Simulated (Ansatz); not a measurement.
# HfC: 7 runs along one coordinate

System: HfC (I4/mmm, 2 atoms in the cell).
Method: DFT PBEsol, scalar-relativistic, plane waves, PAW, no spin polarisation (Ansatz 0.2.0).

The 7 runs differ only in the geometry, by a strain of the cell at fixed fractional positions. Against run 4, the strain is εyy = η. The structure derives from an entry of the Crystallography Open Database.

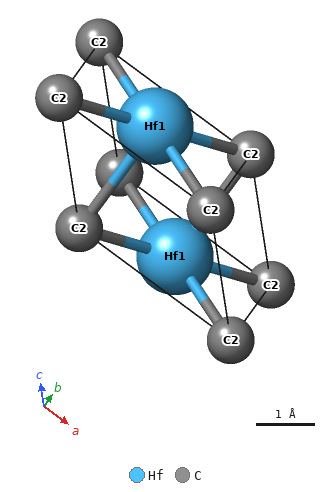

Figure 1. The structure of run 4 (ball-and-stick view of the reduced cell, seen slightly off an axis; atoms are numbered from 1 in the order of the input). An atom can appear more than once, as a periodic image.

### Input of run 4
```yaml
crystal:
  lattice:
    - [0.0, 2.383125, 2.325]
    - [2.325, 0.0, 2.325]
    - [2.325, 2.383125, 0.0]
  atoms:
    - { symbol: Hf, position: [0.5, 0.5, 0.5] }
    - { symbol: C, position: [0.0, 0.0, 0.0] }
basis:
  ecutwfc: 420
kpoints:
  mp_grid: { grid: [18, 18, 18] }
hamiltonian:
  xc: pbesol
scf:
  occupations: { method: gaussian, width: 0.15 }
output:
  forces: true
  stress: true
  eigenvalues: true
```

Command:
```bash
ansatz run input.yaml --threads 1 --pin off --max-ram 2560MiB --backend cpu --events-out ev --progress --plain --runs-dir out
```

Run 6 differs from it as follows:
```diff
-    - [0.0, 2.383125, 2.325]
+    - [0.0, 2.499375, 2.325]
-    - [2.325, 2.383125, 0.0]
+    - [2.325, 2.499375, 0.0]
```

### Results, with one run withheld

```csv
run,strain parameter η (%),"free energy per atom, from the lowest run given (meV)",pressure (GPa)
1,−9.7561,101.06,16.84
2,−7.3171,30.83,7.37
3,−4.8780,0.00,−0.32
4,0.0000,23.45,−11.49
5,2.4390,64.61,−15.38
6,4.8780,?,?
7,6.0976,148.79,−19.59
```

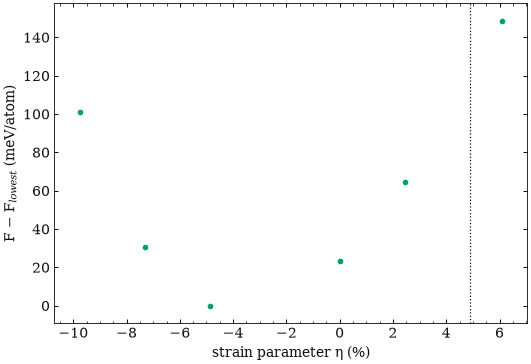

Figure 2. Free energy per atom of the runs given; the dotted line marks run 6.

Fit the runs given and predict run 6.

A cubic polynomial in the coordinate, fitted to the 6 runs given, misses them by at most 0.63 meV per atom. With x = η + 2.2358, it reads F = 0.12394 + 6.051 x + 2.0288 x² − 0.073949 x³ (meV per atom). At run 6 it gives 119.22 meV per atom, and the run itself gives 118.42. The fit has its minimum at η = −3.6220 %. The fit misses that run by 0.80 meV per atom.

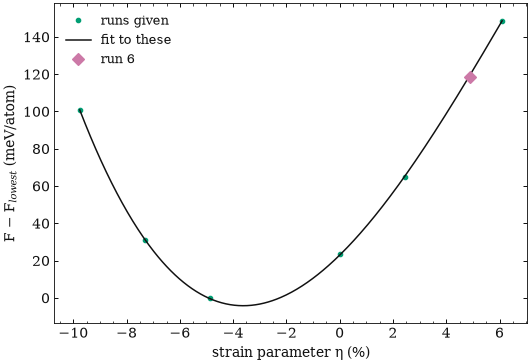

Figure 3. The fit and the withheld run.

### Output, shortened to warnings, some set-up lines, iterations and results (run 6)
```
Basis set: ecut = 420 eV, 541 PW (Γ), exchange–correlation on 48×48×48 points (8 copies of the dense FFT grid, shifted against one another)
Symmetry: 16 space group operations
k-points: 480 of 5832
Initial density: superposition of atomic densities (neutral atoms: chi_scale 0, normalization atom), corrected by the library's trained network
[...]
SCF iter   1: F=—  HF=-15846.463930 eV  |F-HF|=—  |Δ(HF+E_count)|=         —  Δρ=9.47e-3  dr2=3.12e-2  ethr=1.77e-3  ⟨swp⟩=4.2  Hψ=35659  notcnv=0
SCF iter   2: F=—  HF=-15846.456984 eV  |F-HF|=—  |Δ(HF+E_count)|=   6.95e-3  Δρ=2.85e-3  dr2=2.57e-3  ethr=1.04e-4  ⟨swp⟩=1.0  Hψ=12979  notcnv=0
SCF iter   3: F=—  HF=-15846.456450 eV  |F-HF|=—  |Δ(HF+E_count)|=   5.34e-4  Δρ=7.24e-4  dr2=6.91e-5  ethr=8.55e-6  ⟨swp⟩=2.0  Hψ=11180  notcnv=0
SCF iter   4: F=—  HF=-15846.456480 eV  |F-HF|=—  |Δ(HF+E_count)|=   3.06e-5  Δρ=2.14e-4  dr2=1.10e-5  ethr=2.30e-7  ⟨swp⟩=2.0  Hψ=14713  notcnv=0
SCF iter   5: F=—  HF=-15846.456459 eV  |F-HF|=—  |Δ(HF+E_count)|=   2.13e-5  Δρ=7.23e-5  dr2=1.36e-6  ethr=3.68e-8  ⟨swp⟩=2.0  Hψ=16361  notcnv=0
SCF iter   6: F=—  HF=-15846.456460 eV  |F-HF|=—  |Δ(HF+E_count)|=   8.28e-7  Δρ=2.40e-5  dr2=1.27e-7  ethr=4.52e-9  ⟨swp⟩=2.0  Hψ=15836  notcnv=0
SCF iter   7: F=-15846.456460 eV  HF=-15846.456460 eV  |F-HF|=2.91e-11  |Δ(HF+E_count)|=   5.89e-8  Δρ=5.54e-6  dr2=5.70e-9  ethr=3.33e-10  ⟨swp⟩=4.6  Hψ=34530  notcnv=0
SCF 1 converged in 7 iterations: F = -15846.456460 eV  dr2 = 5.70e-9
SCF converged after 7 iterations
Free energy (F): -15846.456460 eV
Harris-Foulkes:  -15846.456460 eV  (|F-HF|=2.91e-11)
Internal energy: -15846.452999 eV  (E = F + TS)
E sigma→0 (E₀):  -15846.454729 eV
Entropy (-TS):   -0.003461 eV (-1.731 meV/atom)
Fermi energy:    18.477643 eV
--- Per-component energies (eV) ---
  E_band       = 57.564340
  E_kinetic    = 506.157056
  E_local      = -5195.606216  (includes V_loc(G=0)·N_el)
  E_nonlocal   = -1212.050060
  E_hartree    = 2433.840625
  E_xc         = -344.369415
  E_vxc        = -324.040255  (∫ρ·V_xc dr)
  E_paw        = -6901.203207  (= ΣΔE_a)
  E_vpaw       = 1415.424631  (= ΣTr[D̂ρ^β])
  E_aug_tail   = 0.000005  (compensation charges beyond the density's cutoff)
  E_ewald      = -5134.493978
  E_core_change = 1.272192  (= ΣΔE_core)
  E_smearing   = -0.003461  (= −TS)
  E_closure    = -0.000000  (closes the sum)
  Σ components = -15846.456460   (vs F -15846.456460, Δ=0.00e0)
--- Forces (eV/Å), atoms counted from 1 ---
  atom   1  Hf     0.00000000     0.00000000    -0.00000000
  atom   2  C     -0.00000000     0.00000000     0.00000000
  max |Σ_I F_I| component: 1.12e-28 eV/Å
--- Stress (GPa, compression-positive) ---
      -12.585006       0.000000       0.000000
        0.000000     -29.948913       0.000000
        0.000000       0.000000     -12.585006
  P = ⅓ Tr σ = -18.3730 GPa (-183.730 kbar)
```

Notes: Spin–orbit coupling is left out, which matters for Hf.
